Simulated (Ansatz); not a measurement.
**Ta$_{12}$HN: geometry relaxation (part 3 of 3)**

The same run, continued: Ta$_{12}$HN (slab, 14 atoms in the cell); DFT PBE+D3(BJ), scalar-relativistic, plane waves, PAW, no spin polarisation (Ansatz 0.2.0); cutoff 420 eV, 6×6×1 k-mesh, Gaussian smearing of 0.1 eV. The structure derives from an entry of the Crystallography Open Database. The input holds or restrains some coordinates. Forces given for the steps count only the free coordinates. It belongs to a series of runs on one base structure; here: NH put at a hollow Ta-Ta-Ta site.

Geometry of the input (Å; fractional positions):
```
5.6897  0.0000  0.0000
-1.8966  5.3643  0.0000
0.0000  0.0000  24.6456
Ta 0.2500  0.2500  0.3449
Ta 0.2500  0.7500  0.3449
Ta 0.7500  0.2500  0.3449
Ta 0.7500  0.7500  0.3449
Ta 0.5000  0.5000  0.4373
Ta 0.5000  0.0000  0.4373
Ta 0.0000  0.5000  0.4373
Ta 0.0000  0.0000  0.4373
Ta 0.7500  0.7500  0.5295
Ta 0.7500  0.2500  0.5295
Ta 0.2500  0.7500  0.5295
Ta 0.2500  0.2500  0.5295
N  0.9167  0.5833  0.6050
H  0.9530  0.5874  0.6456
```

**Trajectory as extended XYZ, continued**
```
14
Lattice="5.6897 0.0000 0.0000 -1.8966 5.3643 0.0000 0.0000 0.0000 24.6456" Properties=species:S:1:pos:R:3:forces:R:3 step=4 energy=-119585.94964
Ta    0.9483    1.3411    8.5000    0.0662  -0.0426   0.0496
Ta    0.0000    4.0232    8.5000   -0.0538  -0.0609   0.0900
Ta    3.7931    1.3411    8.5000    0.0591   0.0800   0.0894
Ta    2.8448    4.0232    8.5000   -0.0569   0.0546   0.2295
Ta    1.8834    2.6830   10.7669    0.0136   0.0090  -0.0549
Ta    2.8407    0.0094   10.8120    0.0454  -0.0397  -0.1656
Ta   -0.9582    2.6907   10.8160    0.0114   0.0023  -0.2016
Ta   -0.0001    0.0168   10.7703   -0.0124  -0.0260  -0.0591
Ta    2.8234    4.0370   13.0696   -0.2281   0.1642  -0.0050
Ta    3.7798    1.3553   13.1292   -0.0423   0.1500   0.0879
Ta   -0.0179    4.0420   13.1206   -0.0885   0.0294   0.0991
Ta    0.9456    1.3568   12.9599   -0.1237   0.0729  -0.0662
N     4.1957    3.0952   14.3608    0.4956  -0.4136   0.3582
H     4.2631    3.0683   15.3934   -0.0858   0.0207  -0.4487
14
Lattice="5.6897 0.0000 0.0000 -1.8966 5.3643 0.0000 0.0000 0.0000 24.6456" Properties=species:S:1:pos:R:3:forces:R:3 step=5 energy=-119586.01581
Ta    0.9483    1.3411    8.5000    0.0377  -0.0229   0.0865
Ta    0.0000    4.0232    8.5000   -0.0816  -0.0229  -0.0539
Ta    3.7931    1.3411    8.5000    0.0048   0.0898  -0.0543
Ta    2.8448    4.0232    8.5000    0.0037   0.0046   0.1925
Ta    1.8792    2.6879   10.7726    0.0057  -0.0072  -0.1094
Ta    2.8324    0.0103   10.7712    0.0037  -0.0038  -0.0808
Ta   -0.9633    2.6956   10.7881   -0.0294   0.0040  -0.0637
Ta   -0.0107    0.0179   10.7746    0.0210  -0.0184  -0.1123
Ta    2.8374    4.0249   13.0792   -0.2982   0.2272  -0.2763
Ta    3.7343    1.3310   13.0795    0.0242  -0.0211   0.0597
Ta   -0.0119    4.0865   13.0793    0.0594   0.0189   0.0140
Ta    0.8809    1.3960   12.9754    0.0383  -0.0436   0.0856
N     4.3357    2.9768   14.2809    0.2556  -0.2077   0.1898
H     4.3890    2.9543   15.3010   -0.0451   0.0035   0.1233
14
Lattice="5.6897 0.0000 0.0000 -1.8966 5.3643 0.0000 0.0000 0.0000 24.6456" Properties=species:S:1:pos:R:3:forces:R:3 step=6 energy=-119586.03926
Ta    0.9483    1.3411    8.5000    0.0320  -0.0216   0.0364
Ta    0.0000    4.0232    8.5000   -0.0766  -0.0408  -0.1230
Ta    3.7931    1.3411    8.5000    0.0140   0.0854  -0.1249
Ta    2.8448    4.0232    8.5000    0.0311  -0.0224   0.1418
Ta    1.8796    2.6759   10.7643    0.0571   0.0796  -0.0182
Ta    2.8439    0.0020   10.7561   -0.0231   0.0017  -0.0434
Ta   -0.9639    2.6918   10.7779    0.0474  -0.0231   0.0205
Ta    0.0020    0.0167   10.7638   -0.0768  -0.0686  -0.0073
Ta    2.8561    4.0137   13.0529   -0.0781   0.0639  -0.1034
Ta    3.7401    1.3070   13.0745   -0.0460   0.0252  -0.0275
Ta    0.0138    4.0843   13.0730   -0.0596   0.0199   0.0002
Ta    0.8817    1.3888   12.9894    0.0394  -0.0368   0.0358
N     4.4214    2.9052   14.2666    0.1407  -0.0649   0.0201
H     4.4330    2.8980   15.2866   -0.0031   0.0042   0.1936
14
Lattice="5.6897 0.0000 0.0000 -1.8966 5.3643 0.0000 0.0000 0.0000 24.6456" Properties=species:S:1:pos:R:3:forces:R:3 step=7 energy=-119586.04944
Ta    0.9483    1.3411    8.5000   -0.0188   0.0127   0.1482
Ta    0.0000    4.0232    8.5000   -0.1010  -0.0300  -0.0930
Ta    3.7931    1.3411    8.5000   -0.0084   0.1048  -0.0863
Ta    2.8448    4.0232    8.5000    0.0100  -0.0083   0.1604
Ta    1.8831    2.6979   10.7730   -0.0457  -0.0541  -0.0059
Ta    2.8203    0.0135   10.7564    0.0475   0.0068  -0.0562
Ta   -0.9605    2.6944   10.7865   -0.0776   0.0239   0.0111
Ta   -0.0237    0.0104   10.7729    0.0809   0.0389  -0.0085
Ta    2.8464    4.0238   13.0676    0.0009  -0.0009  -0.1212
Ta    3.7142    1.3218   13.0839    0.0120  -0.1105  -0.0001
Ta   -0.0061    4.1045   13.0882    0.1152   0.0506  -0.0458
Ta    0.8582    1.4044   13.0125    0.0026   0.0040   0.0759
N     4.5410    2.8274   14.2900   -0.0352  -0.0292   0.2852
H     4.5325    2.8285   15.3214    0.0183  -0.0094  -0.2633
14
Lattice="5.6897 0.0000 0.0000 -1.8966 5.3643 0.0000 0.0000 0.0000 24.6456" Properties=species:S:1:pos:R:3:forces:R:3 step=8 energy=-119586.05951
Ta    0.9483    1.3411    8.5000   -0.0266   0.0194   0.1311
Ta    0.0000    4.0232    8.5000   -0.0763  -0.0669  -0.1287
Ta    3.7931    1.3411    8.5000    0.0387   0.0950  -0.1297
Ta    2.8448    4.0232    8.5000    0.0385  -0.0263   0.1410
Ta    1.8896    2.6847   10.7710   -0.0021   0.0031   0.0010
Ta    2.8396    0.0042   10.7417    0.0045  -0.0059  -0.0214
Ta   -0.9548    2.6867   10.7845   -0.0041   0.0051  -0.0244
Ta   -0.0040    0.0058   10.7713   -0.0108   0.0022  -0.0005
Ta    2.8834    3.9960   13.0456   -0.0016  -0.0019  -0.0048
Ta    3.7335    1.2879   13.0743    0.0262   0.0320   0.0430
Ta    0.0298    4.0975   13.0744   -0.0168  -0.0375   0.0457
Ta    0.8757    1.3931   13.0323    0.0062  -0.0073  -0.0233
N     4.6397    2.7536   14.2730    0.0219  -0.0121  -0.1159
H     4.6374    2.7538   15.2957    0.0012   0.0018   0.0873
14
Lattice="5.6897 0.0000 0.0000 -1.8966 5.3643 0.0000 0.0000 0.0000 24.6456" Properties=species:S:1:pos:R:3:forces:R:3 step=9 energy=-119586.06086
Ta    0.9483    1.3411    8.5000   -0.0291   0.0205   0.1335
Ta    0.0000    4.0232    8.5000   -0.0686  -0.0738  -0.1374
Ta    3.7931    1.3411    8.5000    0.0468   0.0894  -0.1376
Ta    2.8448    4.0232    8.5000    0.0356  -0.0251   0.1408
Ta    1.8927    2.6835   10.7704   -0.0001   0.0009   0.0010
Ta    2.8418    0.0021   10.7410    0.0031  -0.0020  -0.0024
Ta   -0.9519    2.6848   10.7833   -0.0001  -0.0002  -0.0022
Ta   -0.0025    0.0032   10.7705   -0.0003  -0.0002   0.0008
Ta    2.8917    3.9901   13.0418    0.0051  -0.0034   0.0018
Ta    3.7412    1.2833   13.0772    0.0013   0.0031  -0.0026
Ta    0.0372    4.0915   13.0774   -0.0022  -0.0006  -0.0044
Ta    0.8839    1.3868   13.0326   -0.0006  -0.0005   0.0047
N     4.6831    2.7235   14.2734    0.0045  -0.0053   0.0198
H     4.6799    2.7254   15.2987    0.0041  -0.0025  -0.0160
14
Lattice="5.6897 0.0000 0.0000 -1.8966 5.3643 0.0000 0.0000 0.0000 24.6456" Properties=species:S:1:pos:R:3:forces:R:3 step=10 energy=-119586.06086
Ta    0.9483    1.3411    8.5000   -0.0291   0.0205   0.1335
Ta    0.0000    4.0232    8.5000   -0.0686  -0.0738  -0.1375
Ta    3.7931    1.3411    8.5000    0.0468   0.0893  -0.1376
Ta    2.8448    4.0232    8.5000    0.0356  -0.0251   0.1408
Ta    1.8927    2.6835   10.7704   -0.0002   0.0008   0.0010
Ta    2.8418    0.0021   10.7410    0.0031  -0.0020  -0.0023
Ta   -0.9519    2.6848   10.7833   -0.0001  -0.0002  -0.0021
Ta   -0.0025    0.0032   10.7705   -0.0003   0.0000   0.0008
Ta    2.8917    3.9901   13.0418    0.0051  -0.0034   0.0018
Ta    3.7412    1.2833   13.0772    0.0013   0.0030  -0.0025
Ta    0.0372    4.0915   13.0774   -0.0021  -0.0006  -0.0043
Ta    0.8839    1.3868   13.0326   -0.0006  -0.0005   0.0048
N     4.6831    2.7235   14.2734    0.0046  -0.0054   0.0197
H     4.6799    2.7254   15.2987    0.0042  -0.0025  -0.0160
14
Lattice="5.6897 0.0000 0.0000 -1.8966 5.3643 0.0000 0.0000 0.0000 24.6456" Properties=species:S:1:pos:R:3:forces:R:3 step=11 energy=-119586.06118
Ta    0.9483    1.3411    8.5000   -0.0366   0.0257   0.1403
Ta    0.0000    4.0232    8.5000   -0.0591  -0.0841  -0.1464
Ta    3.7931    1.3411    8.5000    0.0592   0.0834  -0.1461
Ta    2.8448    4.0232    8.5000    0.0363  -0.0259   0.1389
Ta    1.8966    2.6820   10.7713   -0.0016  -0.0002  -0.0019
Ta    2.8448   -0.0001   10.7377    0.0006   0.0005   0.0218
Ta   -0.9483    2.6821   10.7824    0.0006  -0.0006   0.0097
Ta    0.0000    0.0000   10.7713    0.0007   0.0011  -0.0015
Ta    2.9033    3.9819   13.0386   -0.0075   0.0053  -0.0013
Ta    3.7468    1.2754   13.0764    0.0100   0.0230   0.0043
Ta    0.0465    4.0886   13.0763   -0.0198  -0.0185   0.0061
Ta    0.8891    1.3827   13.0400    0.0161  -0.0109  -0.0102
N     4.7420    2.6814   14.2718   -0.0040   0.0051   0.0216
H     4.7392    2.6837   15.2976    0.0050  -0.0038  -0.0354
14
Lattice="5.6897 0.0000 0.0000 -1.8966 5.3643 0.0000 0.0000 0.0000 24.6456" Properties=species:S:1:pos:R:3:forces:R:3 step=12 energy=-119586.06115
Ta    0.9483    1.3411    8.5000   -0.0305   0.0218   0.1371
Ta    0.0000    4.0232    8.5000   -0.0556  -0.0836  -0.1413
Ta    3.7931    1.3411    8.5000    0.0609   0.0805  -0.1418
Ta    2.8448    4.0232    8.5000    0.0353  -0.0246   0.1410
Ta    1.8971    2.6809   10.7708    0.0056   0.0056  -0.0037
Ta    2.8466   -0.0009   10.7402   -0.0058   0.0011   0.0029
Ta   -0.9477    2.6815   10.7827    0.0043  -0.0011   0.0050
Ta    0.0017   -0.0002   10.7709   -0.0069  -0.0060  -0.0036
Ta    2.9032    3.9816   13.0377   -0.0019   0.0027   0.0079
Ta    3.7514    1.2768   13.0769   -0.0085  -0.0096  -0.0019
Ta    0.0464    4.0842   13.0764    0.0069   0.0106  -0.0006
Ta    0.8948    1.3793   13.0374   -0.0054   0.0027   0.0016
N     4.7427    2.6813   14.2738    0.0216  -0.0112   0.0099
H     4.7538    2.6754   15.2989   -0.0198   0.0109  -0.0127
14
Lattice="5.6897 0.0000 0.0000 -1.8966 5.3643 0.0000 0.0000 0.0000 24.6456" Properties=species:S:1:pos:R:3:forces:R:3 step=13 energy=-119586.06115
Ta    0.9483    1.3411    8.5000   -0.0305   0.0218   0.1371
Ta    0.0000    4.0232    8.5000   -0.0556  -0.0836  -0.1412
Ta    3.7931    1.3411    8.5000    0.0609   0.0805  -0.1416
Ta    2.8448    4.0232    8.5000    0.0353  -0.0246   0.1412
Ta    1.8971    2.6809   10.7708    0.0057   0.0058  -0.0040
Ta    2.8466   -0.0009   10.7402   -0.0058   0.0011   0.0027
Ta   -0.9477    2.6815   10.7827    0.0042  -0.0010   0.0047
Ta    0.0017   -0.0002   10.7709   -0.0070  -0.0061  -0.0038
Ta    2.9032    3.9816   13.0377   -0.0020   0.0029   0.0080
Ta    3.7514    1.2768   13.0769   -0.0086  -0.0099  -0.0017
Ta    0.0464    4.0842   13.0764    0.0071   0.0109  -0.0005
Ta    0.8948    1.3793   13.0374   -0.0054   0.0026   0.0019
N     4.7427    2.6813   14.2738    0.0215  -0.0112   0.0099
H     4.7538    2.6754   15.2989   -0.0198   0.0109  -0.0125
```

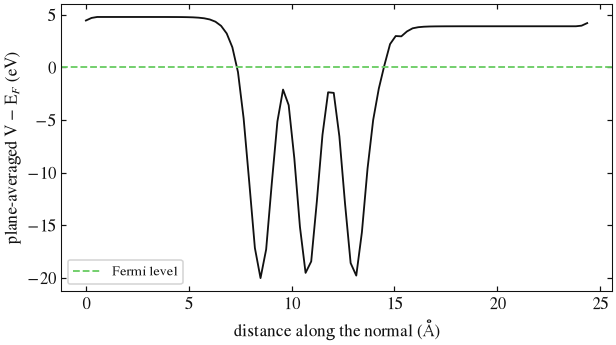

Figure 1. Plane average of the electrostatic potential energy of an electron across the cell, from the Fermi level. The vacuum level lies 3.90 eV above the Fermi level on the upper side and 4.78 eV on the lower.

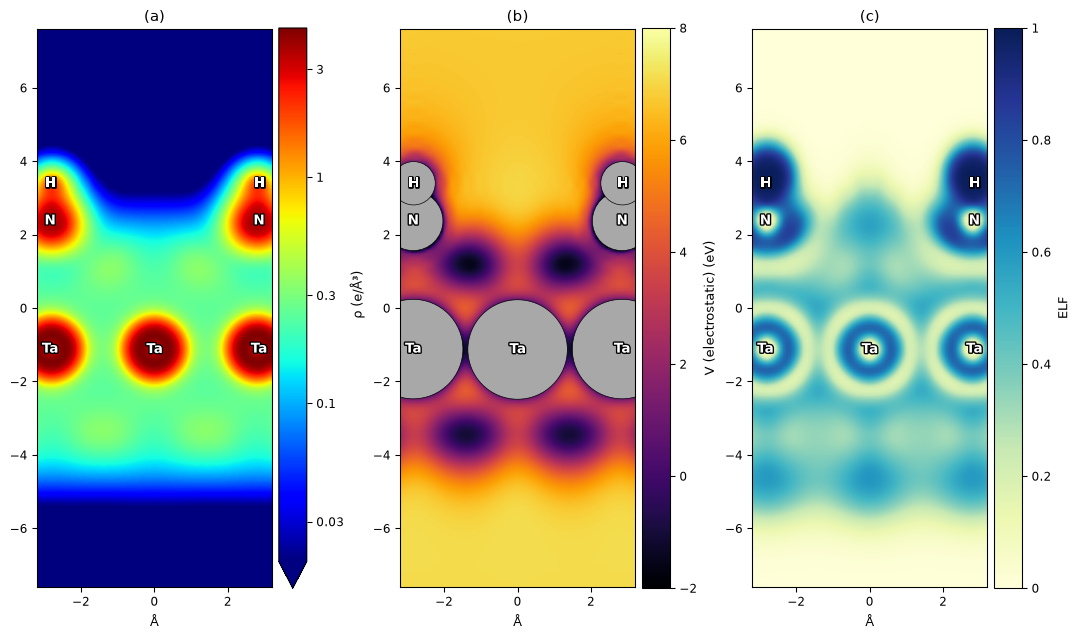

Figure 2. (a) valence charge density (pseudo); (b) electrostatic potential (local pseudopotential plus Hartree) felt by an electron; (c) electron localisation function on the (010) plane of the calculation cell, a cut from vacuum to vacuum. Grey discs, where drawn, cover atomic cores. The section cuts through Ta, N and H sites. N–H (1.03 Å): ρ at the midpoint is about 2.8 e/Å³; the ELF climbs to about 1 towards the hydrogen, as it does in any bond to H (a covalent bond by its length). Ta–Ta (2.84 Å): the density is about 0.31 e/Å³ at the midpoint; the ELF is about 0.30 at the midpoint (no shared electron pair). The density dies away to nearly zero in the vacuum. The strong features right at Ta lie inside the PAW spheres (semicore, d or f shells) and say nothing about bonding. Core electrons are frozen (PAW), so the fields are smoothed inside the atomic spheres.

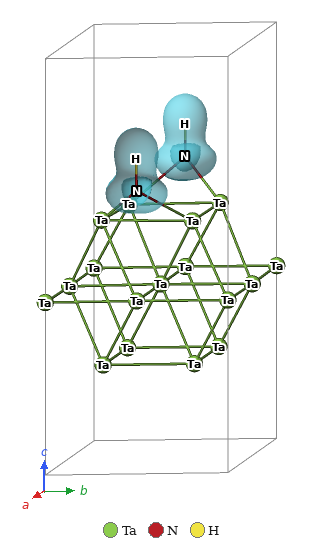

Figure 3. Isosurface of the ELF at 0.7 (cyan), seen slightly off an axis. Core shells and regions of very low density are left out. Sticks mark near contacts. Along the contacts the grid gives the following. Ta–N (2.09 Å): the ELF is about 0.25 at the midpoint (no shared pair; the contact is polar).

**Summary**

- outcome: converged under the restraints of the input
- electrons treated: 162
- free energy: −119586.0612 eV
- work function, top face: 3.90 eV
- work function, bottom face: 4.78 eV
- Fermi energy: 2.596 eV
- gap on the k-point mesh: none (metallic)
- final volume: 752.21 Å³
- work function (upper face): 3.90 eV
- largest force (length of the vector) at the end, held atoms and coordinates included: 0.174 eV/Å
- hardware: 4 threads of Intel Xeon (Granite Rapids), 32 GiB of memory available, shared host
- wall time: 5.4 min (CPU time 21 min)
- peak memory: 2.4 GiB

The program warns: the exchange-correlation potential is rough where the density is thin. Spin–orbit coupling is left out, which matters for Ta.
